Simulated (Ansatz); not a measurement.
**Single-point calculation, with input and output: Ti$_{72}$O$_{144}$ (part 3 of 3)**

Ti$_{72}$O$_{144}$ (P4₂/mnm, 216 atoms in the cell); DFT, HSE06, PAW, plane waves (Ansatz 0.2.0); cutoff 420 eV, 1×1×1 k-mesh, Fermi–Dirac smearing of 0.01 eV. The structure was built on a prototype by a generator.

### Output, continued
```
  atom 152  O     -0.09325643     0.09340477    -0.00006942
  atom 153  O     -0.09308478     0.09307283     0.00004454
  atom 154  O     -0.09307495     0.09306865    -0.00002241
  atom 155  O     -0.09310060     0.09310540     0.00003674
  atom 156  O     -0.09307084     0.09306891    -0.00006041
  atom 157  O     -0.09346444     0.09339530     0.00004300
  atom 158  O     -0.09347113     0.09340735    -0.00003381
  atom 159  O     -0.09344021     0.09337989     0.00002413
  atom 160  O     -0.09345167     0.09338224    -0.00002743
  atom 161  O     -0.09357068     0.09357001     0.00004737
  atom 162  O     -0.09355327     0.09355369    -0.00003662
  atom 163  O     -0.09358386     0.09357174     0.00005018
  atom 164  O     -0.09357413     0.09357756    -0.00006054
  atom 165  O     -0.09338206     0.09325065     0.00003479
  atom 166  O     -0.09337922     0.09324772    -0.00001585
  atom 167  O     -0.09341319     0.09328059     0.00002583
  atom 168  O     -0.09340127     0.09326081    -0.00004325
  atom 169  O     -0.09329950     0.09329432     0.00005394
  atom 170  O     -0.09330163     0.09330079    -0.00003712
  atom 171  O     -0.09328973     0.09330342     0.00004792
  atom 172  O     -0.09329859     0.09330718    -0.00006447
  atom 173  O     -0.09340297     0.09347673     0.00005495
  atom 174  O     -0.09343978     0.09350561    -0.00001095
  atom 175  O     -0.09340778     0.09348637     0.00002952
  atom 176  O     -0.09339501     0.09345966    -0.00007390
  atom 177  O     -0.09324859     0.09316095     0.00003121
  atom 178  O     -0.09323258     0.09312981    -0.00003444
  atom 179  O     -0.09323427     0.09314020     0.00002148
  atom 180  O     -0.09324518     0.09314976    -0.00002716
  atom 181  O      0.09322396    -0.09313040     0.00002850
  atom 182  O      0.09322947    -0.09315101    -0.00000376
  atom 183  O      0.09322685    -0.09314652     0.00002639
  atom 184  O      0.09323616    -0.09314260    -0.00004984
  atom 185  O      0.09339705    -0.09346928     0.00005294
  atom 186  O      0.09339322    -0.09345681    -0.00004594
  atom 187  O      0.09340617    -0.09345895     0.00002453
  atom 188  O      0.09341480    -0.09347343    -0.00002971
  atom 189  O      0.09328453    -0.09328592     0.00004439
  atom 190  O      0.09327797    -0.09329111    -0.00003474
  atom 191  O      0.09330473    -0.09331777     0.00005154
  atom 192  O      0.09328848    -0.09328860    -0.00005999
  atom 193  O      0.09339263    -0.09324644     0.00002704
  atom 194  O      0.09339207    -0.09325250    -0.00003018
  atom 195  O      0.09336707    -0.09322809     0.00002306
  atom 196  O      0.09338321    -0.09324846    -0.00002160
  atom 197  O      0.09356297    -0.09357099     0.00005013
  atom 198  O      0.09355292    -0.09355480    -0.00004251
  atom 199  O      0.09358238    -0.09358407     0.00004914
  atom 200  O      0.09357591    -0.09357555    -0.00006427
  atom 201  O      0.09345203    -0.09338010     0.00006379
  atom 202  O      0.09346936    -0.09340262    -0.00001816
  atom 203  O      0.09350042    -0.09342169     0.00002166
  atom 204  O      0.09346456    -0.09339383    -0.00006536
  atom 205  O      0.09308838    -0.09308993     0.00004624
  atom 206  O      0.09310262    -0.09310338    -0.00002183
  atom 207  O      0.09309049    -0.09308416     0.00003006
  atom 208  O      0.09310716    -0.09309849    -0.00005102
  atom 209  O      0.09325813    -0.09340667     0.00004664
  atom 210  O      0.09328453    -0.09342472    -0.00002697
  atom 211  O      0.09323949    -0.09339918     0.00003377
  atom 212  O      0.09322899    -0.09339032    -0.00005405
  atom 213  O      0.09314345    -0.09322079     0.00007809
  atom 214  O      0.09318072    -0.09324654    -0.00001158
  atom 215  O      0.09317155    -0.09324538     0.00000621
  atom 216  O      0.09313864    -0.09322372    -0.00006702
  max |Σ_I F_I| component: 8.21e-5 eV/Å
--- Band table (eV) ---
  k-point 0: bands = ["-52.8735", "-52.8712", "-52.8712", "-52.8695", "-52.8673", "-52.8673", "-52.8666", "-52.8666", "-52.8656", "-52.8641", ... 870 levels left out ..., "12.0229", "12.0229", "12.0615", "12.0615", "12.0759", "12.0759", "12.0975", "12.1322", "12.1908", "12.2218", "12.2218", "12.2258", "12.2258", "12.2549", "12.2936", "12.3049", "12.3049", "12.3066", "12.3108", "12.3345", "12.3345", "12.3447", "12.3522", "12.3522", "12.3527", "12.4334", "12.4394", "12.4394", "12.4405",
      "12.4463", "12.4463", "12.4687", "12.4784", "12.4784", "12.4928", "12.4957", "12.4957", "12.5168", "12.5168", "12.5270", "12.5284", "12.5284", "12.5290", "12.5290", "12.5336", "12.5336", "12.5406", "12.5463", "12.5540", "12.5775", "12.5870", "12.5870", "12.5884", "12.5912", "12.5912", "12.5995", "12.6073", "12.6223", "12.6223", "12.6893", "12.6918", "12.6918", "12.7439", "12.7439", "12.7480", "12.7663", "12.7751", "12.7751", "12.7898",
      "12.7898", "12.8018", "12.8203", "12.8255", "12.8255", "12.8296", "12.8457", "12.8457", "12.8467", "12.8700", "12.8700", "12.8791", "12.8907", "12.8907", "12.9102", "12.9102", "12.9315", "12.9315", "12.9719", "12.9719", "12.9797", "12.9797", "12.9927", "12.9996", "12.9996", "13.0001", "13.0081", "13.0081", "13.0171", "13.0271", "13.0690", "13.0715", "13.0772", "13.1033", "13.1033", "13.1194", "13.1200", "13.1364", "13.1434", "13.1639",
      "13.1639", "13.1699", "13.1699", "13.1770", "13.1859", "13.1859", "13.1975", "13.1983", "13.1983", "13.2147", "13.2405", "13.2529", "13.2529", "13.2575", "13.2725", "13.2725", "13.2818", "13.2818", "13.2880", "13.2922", "13.3077", "13.3191", "13.3191", "13.3253", "13.3253", "13.3480", "13.3480", "13.3551", "13.3581", "13.3581", "13.3895", "13.3895", "13.4029", "13.4033", "13.4071", "13.4173", "13.4173", "13.4240", "13.4240", "13.4595",
      "13.4602", "13.4602", "13.4638", "13.4675", "13.4675", "13.5019", "13.5019", "13.5261", "13.5261", "13.5440", "13.5717", "13.6293", "13.6293", "13.6688", "13.6688", "13.7007", "13.7007", "13.7018", "13.7018", "13.7482", "13.7820", "13.7820", "13.8060", "13.8061", "13.8190", "13.8190", "13.8235", "13.8235", "13.8238", "13.8723", "13.8886", "13.8886", "13.8906", "13.9083", "13.9083", "13.9220", "13.9220", "13.9268", "13.9517", "13.9517",
      "13.9819", "13.9824", "13.9824", "14.0507", "14.1478", "14.1478", "14.2242", "14.3676", "14.3676", "14.3870", "14.4296"]
--- Löwdin populations: 216 sites ---
  site symbol       q [e]
     0     Ti     10.4495
     1     Ti     10.4495
     2     Ti     10.4495
     3     Ti     10.4495
     4     Ti     10.4495
     5     Ti     10.4495
     6     Ti     10.4495
     7     Ti     10.4495
     8     Ti     10.4495
     9     Ti     10.4495
    10     Ti     10.4495
    11     Ti     10.4495
    12     Ti     10.4495
    13     Ti     10.4495
    14     Ti     10.4495
    15     Ti     10.4495
    16     Ti     10.4495
    17     Ti     10.4495
    18     Ti     10.4495
    19     Ti     10.4495
    20     Ti     10.4495
    21     Ti     10.4495
    22     Ti     10.4495
    23     Ti     10.4495
    24     Ti     10.4495
    25     Ti     10.4495
    26     Ti     10.4495
    27     Ti     10.4495
    28     Ti     10.4495
    29     Ti     10.4495
    30     Ti     10.4495
    31     Ti     10.4495
    32     Ti     10.4495
    33     Ti     10.4495
    34     Ti     10.4495
    35     Ti     10.4495
    36     Ti     10.4494
    37     Ti     10.4494
    38     Ti     10.4494
    39     Ti     10.4494
    40     Ti     10.4494
    41     Ti     10.4494
    42     Ti     10.4494
    43     Ti     10.4494
    44     Ti     10.4494
    45     Ti     10.4494
    46     Ti     10.4494
    47     Ti     10.4494
    48     Ti     10.4494
    49     Ti     10.4494
    50     Ti     10.4494
    51     Ti     10.4494
    52     Ti     10.4494
    53     Ti     10.4494
    54     Ti     10.4494
    55     Ti     10.4494
    56     Ti     10.4494
    57     Ti     10.4494
    58     Ti     10.4494
    59     Ti     10.4494
    60     Ti     10.4494
    61     Ti     10.4494
    62     Ti     10.4494
    63     Ti     10.4494
    64     Ti     10.4494
    65     Ti     10.4494
    66     Ti     10.4494
    67     Ti     10.4494
    68     Ti     10.4494
    69     Ti     10.4494
    70     Ti     10.4494
    71     Ti     10.4494
    72      O      6.7276
    73      O      6.7276
    74      O      6.7276
    75      O      6.7276
    76      O      6.7276
    77      O      6.7276
    78      O      6.7276
    79      O      6.7276
    80      O      6.7276
    81      O      6.7276
    82      O      6.7276
    83      O      6.7276
    84      O      6.7276
    85      O      6.7276
    86      O      6.7276
    87      O      6.7276
    88      O      6.7276
    89      O      6.7276
    90      O      6.7276
    91      O      6.7276
    92      O      6.7276
    93      O      6.7276
    94      O      6.7276
    95      O      6.7276
    96      O      6.7276
    97      O      6.7276
    98      O      6.7276
    99      O      6.7276
   100      O      6.7276
   101      O      6.7276
   102      O      6.7276
   103      O      6.7276
   104      O      6.7276
   105      O      6.7276
   106      O      6.7276
   107      O      6.7276
   108      O      6.7276
   109      O      6.7276
   110      O      6.7275
   111      O      6.7276
   112      O      6.7276
   113      O      6.7276
   114      O      6.7276
   115      O      6.7276
   116      O      6.7276
   117      O      6.7276
   118      O      6.7276
   119      O      6.7276
   120      O      6.7276
   121      O      6.7276
   122      O      6.7276
   123      O      6.7276
   124      O      6.7276
   125      O      6.7276
   126      O      6.7276
   127      O      6.7276
   128      O      6.7276
   129      O      6.7276
   130      O      6.7276
   131      O      6.7276
   132      O      6.7276
   133      O      6.7276
   134      O      6.7276
   135      O      6.7276
   136      O      6.7276
   137      O      6.7276
   138      O      6.7276
   139      O      6.7276
   140      O      6.7276
   141      O      6.7276
   142      O      6.7276
   143      O      6.7276
   144      O      6.7280
   145      O      6.7280
   146      O      6.7280
   147      O      6.7280
   148      O      6.7280
   149      O      6.7280
   150      O      6.7280
   151      O      6.7280
   152      O      6.7280
   153      O      6.7280
   154      O      6.7280
   155      O      6.7280
   156      O      6.7280
   157      O      6.7280
   158      O      6.7280
   159      O      6.7280
   160      O      6.7280
   161      O      6.7280
   162      O      6.7280
   163      O      6.7280
   164      O      6.7280
   165      O      6.7280
   166      O      6.7280
   167      O      6.7280
   168      O      6.7280
   169      O      6.7280
   170      O      6.7280
   171      O      6.7280
   172      O      6.7280
   173      O      6.7280
   174      O      6.7280
   175      O      6.7280
   176      O      6.7280
   177      O      6.7280
   178      O      6.7280
   179      O      6.7280
   180      O      6.7280
   181      O      6.7280
   182      O      6.7280
   183      O      6.7280
   184      O      6.7280
   185      O      6.7280
   186      O      6.7280
   187      O      6.7280
   188      O      6.7280
   189      O      6.7280
   190      O      6.7280
   191      O      6.7280
   192      O      6.7280
   193      O      6.7280
   194      O      6.7280
   195      O      6.7280
   196      O      6.7280
   197      O      6.7280
   198      O      6.7280
   199      O      6.7280
   200      O      6.7280
   201      O      6.7280
   202      O      6.7280
   203      O      6.7280
   204      O      6.7280
   205      O      6.7280
   206      O      6.7280
   207      O      6.7280
   208      O      6.7280
   209      O      6.7280
   210      O      6.7280
   211      O      6.7280
   212      O      6.7280
   213      O      6.7280
   214      O      6.7280
   215      O      6.7280
  spilling = 0.003959 (of n_electrons = 1728.000000)
```

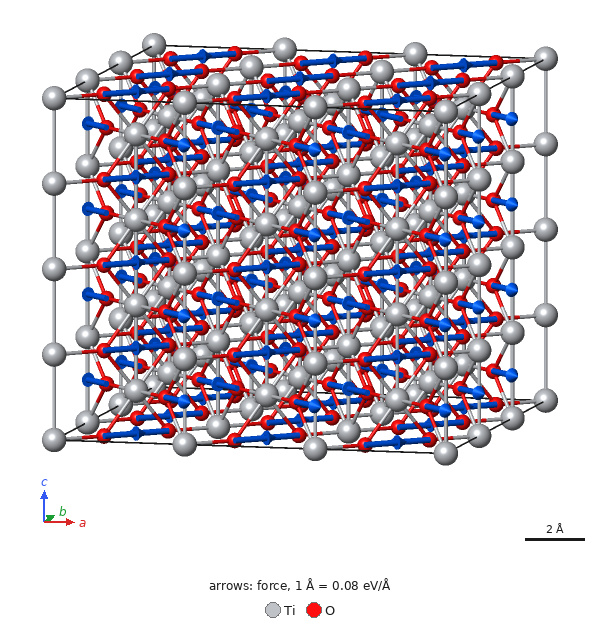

Fig. 1: Forces on the atoms as blue arrows (ball-and-stick view of the cell of the calculation, seen slightly off an axis). The largest act on all 144 O atoms (0.13 eV/Å). Atoms are counted from 1 in the order of the input and aren't labelled in the picture. 

### Key numbers

- outcome: converged
- space group (tolerance 0.01 Å): P4₂/mnm (136)
- electrons treated: 1728
- free energy: −261929.7726 eV
- Fermi energy: 9.997 eV
- largest force (length of the vector): 0.133 eV/Å
- wall time: 9 min (CPU time 45 min)
- peak memory: 13 GiB

### Remarks

The k-point mesh is coarse for a cell of this size, so the results may not be converged.
